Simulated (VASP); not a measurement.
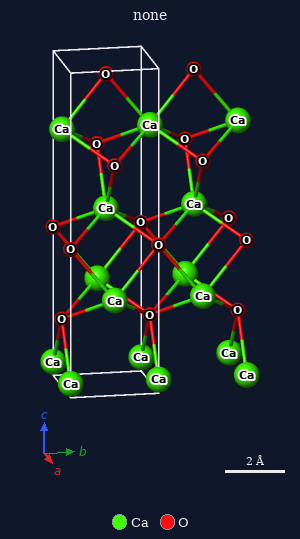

A crystal of CaO (a generated structure, set up in I4_1md), relaxed (cell and atoms) with several dispersion corrections. The picture shows the result with none. A ball-and-stick model of the conventional cell (2 times the calculation's cell), repeated 1 × 2 × 1 with one cell outlined, seen slightly off an axis. Lengths and directions refer to the drawn axes.

Computed with VASP 6.6.1: PBEsol, VASP PAW PBE potentials, recommended. Settings: plane-wave cutoff 600 eV; k-point mesh 9 × 9 × 9; occupations fermi-dirac; smearing width 0.05 eV; no spin polarisation.

```csv
dispersion correction,volume (Å³/atom),a (Å),c (Å)
none,13.507,3.069,11.475
D3,13.300,3.055,11.403
D4,13.355,3.057,11.431
rVV10,13.439,3.064,11.450
D3(BJ),?,?,?
```

Estimate the missing row from the others, and compare with the calculation.

With D3(BJ) the volume is the smallest of the series, below D3 (13.300). The calculation gives 13.100 Å³/atom (a = 3.039 Å, c = 11.346 Å). In order of volume: D3(BJ) < D3 < D4 < rVV10 < none; the spread is 3.1 %.
